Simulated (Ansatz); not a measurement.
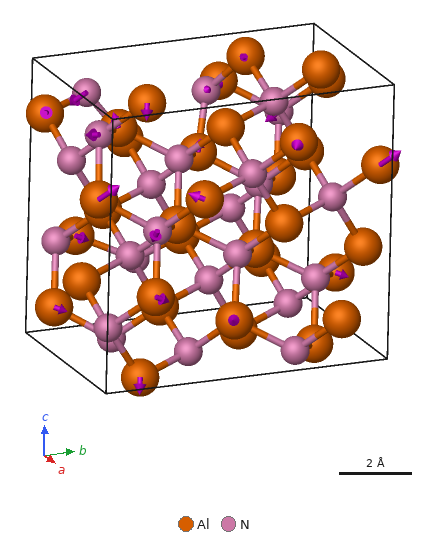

A relaxation of a defect cell of composition Al₂₃N₂₄ (cell charge −3). The starting structure is drawn; purple arrows show the displacements, magnified 20 times.

Style: ball-and-stick. Shown: the cell of the calculation, slightly off an axis.

Case: Al vacancy (site b), charge -3, atoms relaxed at the host's cell.

All numbers below come from DFT PBE, scalar-relativistic, plane waves, PAW in Ansatz. (plane-wave cutoff 420 eV; k-point mesh 2 × 2 × 2; occupations gaussian; smearing width 0.01 eV; mesh shifted by (0.5, 0.5, 0.5); collinear spin; atoms relaxed in a fixed cell; force threshold 0.025 eV/Å; at most 45 steps)

Question: Describe the change and its energy.

Answer: After 4 geometry steps the energy has fallen by 0.128 eV per cell of the calculation. Largest force component: 0.95 eV/Å at the start, 0.0031 eV/Å at the end. The largest move is that of an Al atom, 0.043 Å along [1 1 1]. Largest moves by element: Al 0.043 Å, N 0.039 Å. The cell stays as it was. Some distances before and after: Al–N 1.949 → 1.985 Å, Al–N 1.838 → 1.811 Å, Al–N 1.817 → 1.799 Å, Al–N 1.938 → 1.952 Å. Among the angles between lasting bonds that change: Al–N–Al 105.7° → 102.7°, N–Al–N 105.9° → 103.9°. The program noted that the starting moments weren't kept.

Limits of the set-up: the periodic images lie only 8.0 Å apart, so the values are limited by the cell's size; the cell is charged, on a uniform background, and energies carry no finite-size correction.
